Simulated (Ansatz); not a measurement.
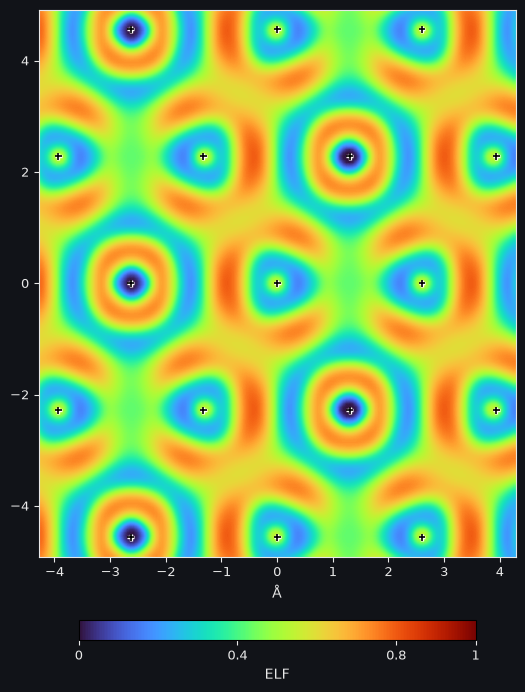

The ELF on a plane through atoms (crosses mark nuclei in the plane).

Computed with Ansatz 0.2.0, DFT PBE, scalar-relativistic, plane waves, PAW.

Candidates:
A. Si$_{2}$W, a = 3.23 Å, b = 3.23 Å, c = 7.87 Å, α = 90.00°, β = 90.00°, γ = 90.00°. Space group I4/mmm.
B. Si$_{3}$O, a = 6.14 Å, b = 6.14 Å, c = 3.45 Å, α = 90.00°, β = 90.00°, γ = 120.00°. Space group P6₃22.

Which candidate gave the map?

Candidate A: Si$_{2}$W on the (11̄0) plane of the conventional cell, which holds Si and W. Si–W (2.63 Å): the ELF peaks at about 0.75 in the valence shell of Si, 0.9 Å from its nucleus, and is about 0.45 at the midpoint.
